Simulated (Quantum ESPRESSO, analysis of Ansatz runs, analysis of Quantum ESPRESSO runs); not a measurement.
# Reproducing a measured charge-transition level: Sb-vacancy pair (E centre) in Si (Quantum ESPRESSO), part 3 of 4

How near does this set-up come to the measured charge-transition level? Subject: Sb-vacancy pair (E centre) in Si. Set-up: PBE, GBRV 1.5 PBE, 32-site cell, PBE lattice, k: the single point 1/4 1/4 1/4 then 2x2x2 shifted, dielectric constants 11.7 and 11.7 (handbook). The model is a cell of 32 host atoms with 1 site emptied and Sb put on another atom's site. The level is the Fermi energy at which two charge states have equal formation energy, after a correction for the images of the charge. A small cell is quick and shows the size of the effect, at the price of close images.

Quantum ESPRESSO 7.5; PBE, GBRV 1.5 PBE, 32-site cell, PBE lattice, k: the single point 1/4 1/4 1/4 then 2x2x2 shifted, dielectric constants 11.7 and 11.7 (handbook).

So far: Set-up; Relaxation, charge 0; Single point, charge 0.

## 4. Relaxation, charge −1

Level of this step: Quantum ESPRESSO plane-wave DFT, PBE, GBRV 1.5 PBE potentials; relaxation of all atoms of a defect supercell (Quantum ESPRESSO).

pw.in

```
&CONTROL
  calculation = 'relax'
  prefix = 'pwscf'
  outdir = './tmp'
  pseudo_dir = './pseudo'
  tprnfor = .true.
  disk_io = 'low'
  nstep = 70
  forc_conv_thr = 0.00078
  etot_conv_thr = 0.0001
/
&SYSTEM
  ibrav = 0
  nat = 31
  ntyp = 2
  ecutwfc = 45
  ecutrho = 360
  nbnd = 72
  occupations = 'smearing'
  smearing = 'fd'
  degauss = 0.00073499
  tot_charge = -1
  nosym = .true.
/
&ELECTRONS
  conv_thr = 3d-08
  electron_maxstep = 100
  mixing_beta = 0.5
/
&IONS
  ion_dynamics = 'bfgs'
/
ATOMIC_SPECIES
Si    28.0850 si_pbe_v1.uspp.F.UPF
Sb   121.7600 sb_pbe_v1.4.uspp.F.UPF
CELL_PARAMETERS angstrom
  -5.4682344339    5.4682344339    5.4682344339
   5.4682344339   -5.4682344339    5.4682344339
   5.4682344339    5.4682344339   -5.4682344339
ATOMIC_POSITIONS crystal
Si    -0.0117415990    0.0020181230    0.5004052652
Si    -0.0152843323    0.2422334182    0.2401318045
[... 2 atom lines left out ...]
Si     0.2558120426    0.0153262516    0.2561054520
Si     0.2637263902    0.2597063749    0.0130770317
Si     0.2462136186    0.4855070354    0.7407677977
[... 2 atom lines left out ...]
Si     0.5132493477    0.2605101698    0.7524356051
Si     0.4941565365    0.7558573433    0.2583265232
Si     0.7451871354   -0.0006178791    0.7601162211
Si     0.7526303118    0.2555639087    0.4909048224
[... 1 atom line left out ...]
Si     0.7438560324    0.7350066086   -0.0100511450
[... 6 atom lines left out ...]
Sb     0.2577964358    0.5020555539    0.5140999805
[... 2 atom lines left out ...]
Si     0.5021382933    0.2388959994    0.5020866588
Si     0.5144740708    0.5092448111    0.2620629175
[... 4 atom lines left out ...]
Si     0.7441161345    0.7400785464    0.7350286948
K_POINTS crystal
1
0.25 0.25 0.25 1.0
```

The run is started by

```
$ OMP_NUM_THREADS=1 mpirun -n 4 pw.x -in pw.in > pw.out
```

What it wrote:

```text
[banner, memory and clock lines left out]
          URL

     bravais-lattice index     =            0
     lattice parameter (alat)  =      17.8981  a.u.
     unit-cell volume          =    4413.6508 (a.u.)^3
     number of atoms/cell      =           31
     number of atomic types    =            2
     number of electrons       =       136.00
     number of Kohn-Sham states=           72
     kinetic-energy cutoff     =      45.0000  Ry
     charge density cutoff     =     360.0000  Ry
     scf convergence threshold =      3.0E-08
     mixing beta               =       0.5000
     number of iterations used =            8  plain     mixing
     energy convergence thresh.=      1.0E-04
     force convergence thresh. =      7.8E-04
     Exchange-correlation=  SLA  PW   PBX  PBC
                           (   1   4   3   4   0   0   0)
     nstep                     =           70

     celldm(1)=  17.898087  celldm(2)=   0.000000  celldm(3)=   0.000000
     celldm(4)=   0.000000  celldm(5)=   0.000000  celldm(6)=   0.000000

     crystal axes: (cart. coord. in units of alat)
               a(1) = (  -0.577350   0.577350   0.577350 )
               a(2) = (   0.577350  -0.577350   0.577350 )
               a(3) = (   0.577350   0.577350  -0.577350 )

     reciprocal axes: (cart. coord. in units 2 pi/alat)
               b(1) = ( -0.000000  0.866025  0.866025 )
               b(2) = (  0.866025 -0.000000  0.866025 )
               b(3) = (  0.866025  0.866025  0.000000 )

     PseudoPot. # 1 for Si read from file:
     si_pbe_v1.uspp.F.UPF
     Pseudo is Ultrasoft + core correction, Zval =  4.0
     Generated by new atomic code, or converted to UPF format
     Using radial grid of  899 points,  6 beta functions with:
                l(1) =   0
                l(2) =   0
                l(3) =   1
                l(4) =   1
                l(5) =   2
                l(6) =   2
     Q(r) pseudized with  8 coefficients,  rinner =    0.900   0.900   0.900
                                                       0.900   0.900

     PseudoPot. # 2 for Sb read from file:
     sb_pbe_v1.4.uspp.F.UPF
     Pseudo is Ultrasoft + core correction, Zval = 15.0
     Generated by new atomic code, or converted to UPF format
     Using radial grid of  891 points,  6 beta functions with:
                l(1) =   0
                l(2) =   0
                l(3) =   1
                l(4) =   1
                l(5) =   2
                l(6) =   2
     Q(r) pseudized with  8 coefficients,  rinner =    1.350   1.350   1.350
                                                       1.350   1.350

     atomic species   valence    mass     pseudopotential
     Si                4.00    28.08500     Si( 1.00)
     Sb               15.00   121.76000     Sb( 1.00)

     No symmetry found

   Cartesian axes

     site n.     atom                  positions (alat units)
         1        Si     tau(   1) = (   0.2968533   0.2809649  -0.2945230  )
         2        Si     tau(   2) = (   0.2873181  -0.0100378  -0.0076110  )
         3        Si     tau(   3) = (   0.2807981  -0.2983960   0.2906711  )
         4        Si     tau(   4) = (   0.8709642   0.0036816   0.0110716  )
         5        Si     tau(   5) = (   0.0090180   0.2867071   0.0086792  )
         6        Si     tau(   6) = (   0.0052291   0.0098710   0.2946540  )
         7        Si     tau(   7) = (   0.5658386   0.2895264  -0.0052234  )
         8        Si     tau(   8) = (   0.5723100  -0.0065586   0.2982724  )
         9        Si     tau(   9) = (  -0.2780167   0.2953676   0.2901362  )
        10        Si     tau(  10) = (   0.2884999   0.5803379   0.0123114  )
        11        Si     tau(  11) = (   0.3002379  -0.0019481   0.5725510  )
        12        Si     tau(  12) = (   0.0082626   0.8694440  -0.0089760  )
        13        Si     tau(  13) = (  -0.0035574   0.5704055   0.2986572  )
        14        Si     tau(  14) = (   0.0053782   0.2982533   0.5836638  )
        15        Si     tau(  15) = (  -0.0109122  -0.0006938   0.8596248  )
        16        Si     tau(  16) = (   0.1343250   0.1376553  -0.1403850  )
[...]
22        Sb     tau(  22) = (   0.4378388   0.1557927   0.1418850  )
[...]
24        Si     tau(  24) = (   0.1449424   0.7111721  -0.1372962  )
        25        Si     tau(  25) = (   0.1378969   0.4418629   0.1379565  )
        26        Si     tau(  26) = (   0.1482830   0.1543212   0.4397423  )
        27        Si     tau(  27) = (   0.1384817  -0.1389161   0.7315287  )
        28        Si     tau(  28) = (  -0.1368807   0.7312560   0.1479942  )
        29        Si     tau(  29) = (  -0.1493416   0.4446524   0.4329543  )
        30        Si     tau(  30) = (  -0.1454344   0.1546350   0.7289876  )
        31        Si     tau(  31) = (   0.4220379   0.4267001   0.4325312  )

     number of k points=     1  Fermi-Dirac smearing, width (Ry)=  0.0007
                       cart. coord. in units 2pi/alat
        k(    1) = (   0.4330127   0.4330127   0.4330127), wk =   2.0000000

     Dense  grid:   509275 G-vectors     FFT dimensions: ( 120, 120, 120)

     Smooth grid:   180313 G-vectors     FFT dimensions: (  80,  80,  80)

     Initial potential from superposition of free atoms

     starting charge     133.9799, renormalised to     136.0000
     Starting wfcs are  129 randomized atomic wfcs

     Self-consistent Calculation

     iteration #  1     ecut=    45.00 Ry     beta= 0.50
     Davidson diagonalization with overlap
     ethr =  1.00E-02,  avg # of iterations =  3.0

     total energy              =    -471.35155800 Ry
     estimated scf accuracy    <       1.43015355 Ry

     iteration #  2     ecut=    45.00 Ry     beta= 0.50
     Davidson diagonalization with overlap
     ethr =  1.05E-03,  avg # of iterations =  7.0

     total energy              =    -471.39362019 Ry
     estimated scf accuracy    <       1.64901007 Ry

     iteration #  3     ecut=    45.00 Ry     beta= 0.50
     Davidson diagonalization with overlap
     ethr =  1.05E-03,  avg # of iterations =  3.0

     total energy              =    -471.66600227 Ry
     estimated scf accuracy    <       0.19746712 Ry

     iteration #  4     ecut=    45.00 Ry     beta= 0.50
     Davidson diagonalization with overlap
     ethr =  1.45E-04,  avg # of iterations =  7.0

     total energy              =    -471.66680064 Ry
     estimated scf accuracy    <       0.40145260 Ry

     iteration #  5     ecut=    45.00 Ry     beta= 0.50
     Davidson diagonalization with overlap
[...]
estimated scf accuracy    <       0.00022563 Ry

[... 223 further cycles ...]
     iteration #  3     ecut=    45.00 Ry     beta= 0.50
     Davidson diagonalization with overlap
     ethr =  1.31E-07,  avg # of iterations =  5.0

     total energy              =    -471.95867231 Ry
     estimated scf accuracy    <       0.00016823 Ry

     iteration #  4     ecut=    45.00 Ry     beta= 0.50
     Davidson diagonalization with overlap
     ethr =  1.24E-07,  avg # of iterations =  1.0

     total energy              =    -471.95867941 Ry
     estimated scf accuracy    <       0.00000815 Ry

     iteration #  5     ecut=    45.00 Ry     beta= 0.50
     Davidson diagonalization with overlap
     ethr =  5.99E-09,  avg # of iterations =  5.0

     total energy              =    -471.95867979 Ry
     estimated scf accuracy    <       0.00000437 Ry

     iteration #  6     ecut=    45.00 Ry     beta= 0.50
     Davidson diagonalization with overlap
     ethr =  3.22E-09,  avg # of iterations =  2.0

     total energy              =    -471.95868007 Ry
     estimated scf accuracy    <       0.00000060 Ry

     iteration #  7     ecut=    45.00 Ry     beta= 0.50
     Davidson diagonalization with overlap
     ethr =  4.43E-10,  avg # of iterations =  4.0

     total energy              =    -471.95868013 Ry
     estimated scf accuracy    <       0.00000048 Ry

     iteration #  8     ecut=    45.00 Ry     beta= 0.50
     Davidson diagonalization with overlap
     ethr =  3.52E-10,  avg # of iterations =  2.0

     total energy              =    -471.95868014 Ry
     estimated scf accuracy    <       0.00000007 Ry

     iteration #  9     ecut=    45.00 Ry     beta= 0.50
     Davidson diagonalization with overlap
     ethr =  4.80E-11,  avg # of iterations =  2.0

     total energy              =    -471.95868015 Ry
     estimated scf accuracy    <       0.00000003 Ry

     iteration # 10     ecut=    45.00 Ry     beta= 0.50
     Davidson diagonalization with overlap
     ethr =  1.91E-11,  avg # of iterations =  2.0

     total energy              =    -471.95868015 Ry
     estimated scf accuracy    <          3.5E-09 Ry

     iteration # 11     ecut=    45.00 Ry     beta= 0.50
     Davidson diagonalization with overlap
     ethr =  2.59E-12,  avg # of iterations =  5.0

     total energy              =    -471.95868015 Ry
     estimated scf accuracy    <          1.1E-09 Ry

     iteration # 12     ecut=    45.00 Ry     beta= 0.50
     Davidson diagonalization with overlap
     ethr =  7.80E-13,  avg # of iterations =  2.0

     End of self-consistent calculation

          k = 0.4330 0.4330 0.4330 ( 22552 PWs)   bands (ev):

   -22.4976 -22.4964 -22.4629 -22.4586 -22.4465  -5.1178  -5.0451  -5.0359
    -4.8386  -3.4567  -3.2173  -3.2094  -3.1854  -3.1811  -3.1729  -3.1601
    -3.1549  -3.1501  -3.0046  -2.9719  -2.1220  -0.5140  -0.3724  -0.3597
    -0.3488  -0.3401  -0.3342  -0.3151  -0.3026  -0.2947  -0.0468  -0.0456
     1.2573   2.1333   2.1852   2.1916   2.3514   2.4567   2.4668   2.5145
     2.5166   2.5561   2.5583   2.5618   2.5723   2.8405   2.8421   2.8533
     3.7155   3.7524   3.7606   3.8009   3.8200   3.8560   3.8712   3.8813
     3.9216   3.9287   4.5163   4.5179   4.5347   5.2332   5.2505   5.2577
     5.2894   5.2981   6.1726   6.5054   6.5178   7.4430   7.4682   7.4903

     the Fermi energy is     6.5116 ev

!    total energy              =    -471.95868015 Ry
     estimated scf accuracy    <          1.4E-10 Ry
     smearing contrib. (-TS)   =      -0.00190381 Ry
     internal energy E=F+TS    =    -471.95677634 Ry

     The total energy is F=E-TS. E is the sum of the following terms:
     one-electron contribution =     -57.99363487 Ry
     hartree contribution      =      90.52086942 Ry
     xc contribution           =    -173.51748285 Ry
     ewald contribution        =    -330.96652804 Ry

     convergence has been achieved in  12 iterations

     Forces acting on atoms (cartesian axes, Ry/au):

     atom    1 type  1   force =     0.00040460   -0.00034054    0.00009957
     atom    2 type  1   force =     0.00024200    0.00004246    0.00003898
     atom    3 type  1   force =    -0.00013547   -0.00050475    0.00011967
     atom    4 type  1   force =     0.00021280   -0.00006221    0.00010373
     atom    5 type  1   force =     0.00009719    0.00044149   -0.00043087
     atom    6 type  1   force =     0.00031232   -0.00021917    0.00017342
     atom    7 type  1   force =     0.00001279    0.00006727   -0.00009750
     atom    8 type  1   force =    -0.00052241    0.00031425   -0.00014437
     atom    9 type  1   force =    -0.00066210    0.00013671   -0.00007984
     atom   10 type  1   force =    -0.00030552   -0.00034087    0.00016779
     atom   11 type  1   force =    -0.00013189   -0.00031880   -0.00051184
     atom   12 type  1   force =     0.00055467    0.00014876    0.00016650
     atom   13 type  1   force =    -0.00003683   -0.00016756    0.00030986
     atom   14 type  1   force =     0.00021263    0.00031597    0.00036536
     atom   15 type  1   force =    -0.00006250   -0.00040453    0.00010353
     atom   16 type  1   force =     0.00016143    0.00011618   -0.00014844
[...]
atom   24 type  1   force =     0.00019696    0.00002648    0.00008112
     atom   25 type  1   force =     0.00003100   -0.00075147   -0.00028286
     atom   26 type  1   force =    -0.00054711    0.00000167    0.00007545
     atom   27 type  1   force =    -0.00005410    0.00008230    0.00011134
     atom   28 type  1   force =    -0.00027513    0.00031985    0.00026080
     atom   29 type  1   force =    -0.00064206    0.00025144   -0.00038309
     atom   30 type  1   force =    -0.00050396   -0.00042289   -0.00008088
     atom   31 type  1   force =     0.00051356    0.00008361    0.00025900

     Total force =     0.002990     Total SCF correction =     0.000024
     Energy error            =      1.9E-05 Ry
     Gradient error          =      7.5E-04 Ry/Bohr

     bfgs converged in  20 scf cycles and  19 bfgs steps
     (criteria: energy <  1.0E-04 Ry, force <  7.8E-04 Ry/Bohr)

     End of BFGS Geometry Optimization

     Final energy             =    -471.9586801477 Ry

     File ./tmp/pwscf.bfgs deleted, as requested
Begin final coordinates

ATOMIC_POSITIONS (crystal)
Si               0.0017169691        0.0008011604        0.5017427386
Si              -0.0085474492        0.2404299694        0.2430553205
Si               0.0012359486        0.4995088122        0.0024000741
Si              -0.0002541039        0.7512527139        0.7521590077
Si               0.2552526121        0.0031439380        0.2544286477
Si               0.2579665736        0.2548059007        0.0118346912
Si               0.2496109596        0.4992568705        0.7608719209
Si               0.2524416480        0.7575639303        0.5019173434
Si               0.5007027708       -0.0007077955        0.0013061959
Si               0.5022005630        0.2511622017        0.7480702693
Si               0.5039784320        0.7483302144        0.2550688987
Si               0.7513463226       -0.0038953676        0.7493038239
Si               0.7461798496        0.2497309042        0.5017260187
Si               0.7503462809        0.5008169280        0.2508765095
Si               0.7483885843        0.7454597362       -0.0083660475
Si              -0.0008645506       -0.0048599650        0.2469586950
[...]
Si               0.5036225859        0.0026947092        0.7522998373
Si               0.5005606786        0.2613628522        0.5002099078
Si               0.5096546205        0.5043727448        0.2685581052
Si               0.5030524779        0.7497980584        0.0039769627
Si               0.7516291893        0.0013598569        0.5019571521
Si               0.7491340188        0.2502276794        0.2523140132
Si               0.7505592431        0.4994270796       -0.0003121595
Si               0.7409656255        0.7379163501        0.7338559950
End final coordinates
```

The job ended after 18 min (4 MPI ranks of Arm Neoverse V1, shared host; peak memory 2.7 GiB; 71 min of CPU time).

The steps of the relaxation:

```csv
step,energy less that of the first step (eV)
0,0.0000
1,-2.1112
2,-3.0856
3,-3.2221
4,-3.3167
5,-3.3909
6,-3.4299
7,-3.4544
8,-3.4741
9,-3.4866
10,-3.4939
11,-3.4984
12,-3.5008
13,-3.5020
14,-3.5028
15,-3.5035
16,-3.5040
17,-3.5043
18,-3.5047
19,-3.5049
```

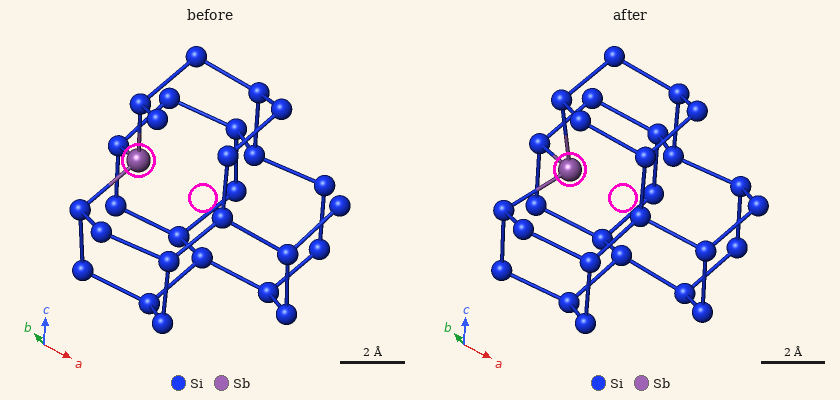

Before and after: the atoms that start within 5 Å of the centre. Sb22, which moves most, is ringed if it is among them. A ring with no atom in it marks the empty centre.

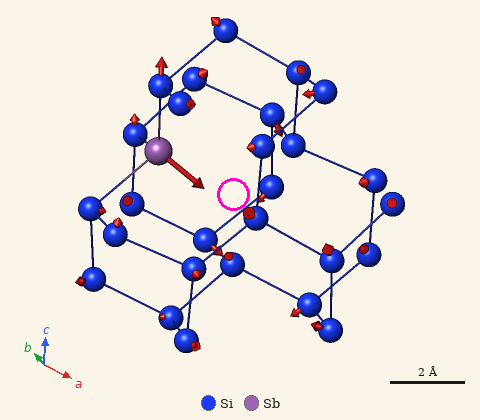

Displacements in the relaxation near the centre, exaggerated; the longest in the cell stands for 0.43 Å. A ring marks the centre wherever it is empty.

The atoms that moved most (Å):

```csv
atom,dx,dy,dz,length
Sb22,-0.304,0.178,0.249,0.431
Si25,0.121,-0.142,0.124,0.224
Si7,0.167,0.053,-0.016,0.176
Si13,0.063,0.056,-0.126,0.152
Si3,0.078,0.115,-0.028,0.142
Si11,-0.113,0.077,0.030,0.140
Si12,-0.111,-0.008,0.075,0.134
Si1,-0.073,0.088,0.060,0.129
```

Final coordinates:

```
CELL_PARAMETERS angstrom
-5.46823 5.46823 5.46823
5.46823 -5.46823 5.46823
5.46823 5.46823 -5.46823
ATOMIC_POSITIONS crystal
Si 0.00172 0.00080 0.50174
Si 0.99145 0.24043 0.24306
Si 0.00124 0.49951 0.00240
Si 0.99975 0.75125 0.75216
Si 0.25525 0.00314 0.25443
Si 0.25797 0.25481 0.01183
Si 0.24961 0.49926 0.76087
Si 0.25244 0.75756 0.50192
Si 0.50070 0.99929 0.00131
Si 0.50220 0.25116 0.74807
Si 0.50398 0.74833 0.25507
Si 0.75135 0.99610 0.74930
Si 0.74618 0.24973 0.50173
Si 0.75035 0.50082 0.25088
Si 0.74839 0.74546 0.99163
Si 0.99914 0.99514 0.24696
Si 0.00073 0.24783 0.99970
Si 0.99822 0.49979 0.75148
Si 0.00148 0.75048 0.50204
Si 0.25186 0.00053 0.00314
Si 0.25370 0.24997 0.75655
Sb 0.29683 0.49702 0.50265
Si 0.25261 0.75120 0.25098
Si 0.50362 0.00269 0.75230
Si 0.50056 0.26136 0.50021
Si 0.50965 0.50437 0.26856
Si 0.50305 0.74980 0.00398
Si 0.75163 0.00136 0.50196
Si 0.74913 0.25023 0.25231
Si 0.75056 0.49943 0.99969
Si 0.74097 0.73792 0.73386
```

The atoms nearest to the centre after the run:

```csv
atom,distance (Å)
Sb22,1.924
Si26,2.238
Si31,2.251
Si25,2.263
Si6,3.775
Si15,3.802
Si11,3.815
Si12,3.837
Si13,3.839
Si5,3.842
Si10,3.843
Si14,3.863
Si4,3.865
```

First to last step the energy falls by 3.505 eV; the largest move, 0.43 Å, is that of Sb22. Judged within 0.08 Å, the space group went from P1 to Cm.

[end of part 3 of 4]

[Logs are printed without paths, hosts, clocks, repeated set-up lines and the standing remarks that a program may print on its own settings, such as how far it seeks lower states.]

[Hosts, paths, dates, database ids (printed as entryN), source tags and the programs' standing remarks are cut or masked in the printed files.]

[For some hosts the program warned that the k-mesh of the response run may be too coarse for force constants and the static dielectric constant; such warnings are not shown here.]
